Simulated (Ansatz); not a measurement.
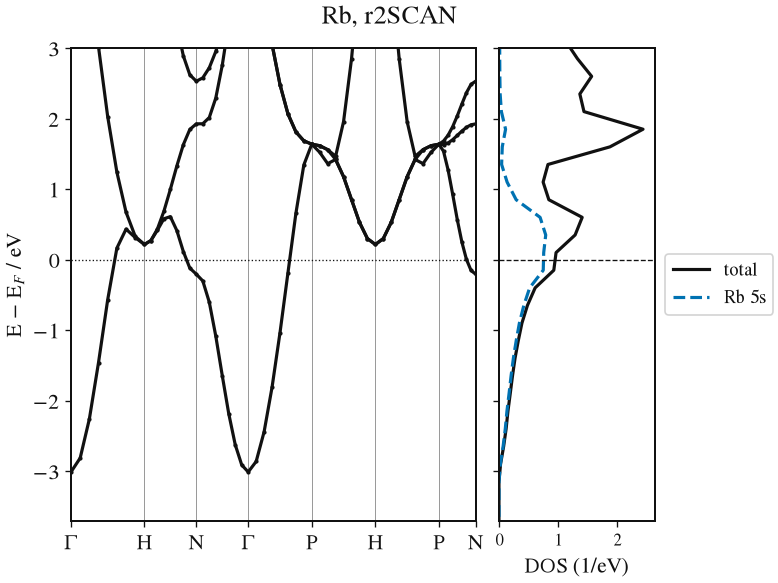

Band structure and density of states. Energies are counted from the Fermi level. The path runs straight from each named point to the next. The partial curves are projected on Löwdin-orthogonalised atomic shells; they sum to less than the total at higher energies, where shells without a projector contribute.

Q: Which Bravais lattice do the labels of the path belong to?

A: A body-centred cubic lattice: the path Γ–H–N–Γ–P–H–P–N runs through the special points of its Brillouin zone.

The Ansatz input:

```
crystal:
  lattice:
    - [-2.246778, 2.246778, 2.246778]
    - [2.246778, -2.246778, 2.246778]
    - [2.246778, 2.246778, -2.246778]
  atoms:
    - { symbol: Rb, position: [0.0, 0.0, 0.0] }
  symmetry: { tolerance: 0.0003 }
kpoints:
  mp_grid: { grid: [11, 11, 11], shift: [0, 0, 0] }
  band_path:
    path:
      - [0.0, 0.0, 0.0]
      - [0.5, -0.5, 0.5]
      - [0.0, 0.0, 0.5]
      - [0.0, 0.0, 0.0]
      - [0.25, 0.25, 0.25]
      - [0.5, -0.5, 0.5]
      - [0.25, 0.25, 0.25]
      - [0.0, 0.0, 0.5]
    npoints: 8
magnetization:
  spin_polarized: false
scf:
  occupations: { method: methfessel_paxton, width: 0.0459 }
  lower_state_search: "off"
  max_iter: 200
hamiltonian:
  pseudopotentials: { kind: paw }
  xc: r2scan
basis:
  ecutwfc: 500
  fft_grid_basis: typed
output:
  forces: true
  stress: true
  eigenvalues: true
  bader: true
  populations: true
  elf: true
  write_potential: true
  volumetric_format: npy
  dos:
    e_range: [-12, 8]
    de: 0.05
    projected: { site_lists: { Rb: [Rb] } }
checkpoint:
  read: saved_state
```

Q: Does this material conduct, going by its bands?

A: A metal: 1 band crosses the Fermi level along this path.

Q: On which lines of the path do bands cross the Fermi level?

A: Bands cross the Fermi level on Γ–H, H–N, Γ–P and P–N, and not on N–Γ, P–H and H–P.

Q: What is the density of states at the Fermi level?

A: The density of states at the Fermi level is about 0.95 per eV and cell (mean within 0.25 eV).

Q: Which states dominate at the Fermi level?

A: By projected weight, the states within 0.3 eV of the Fermi level are Rb 5s almost alone; the projections cover about 80 % of the total there.

The structure was built from a prototype or by substitution, so it need not be a known phase. The cell is at 7 GPa in this functional.
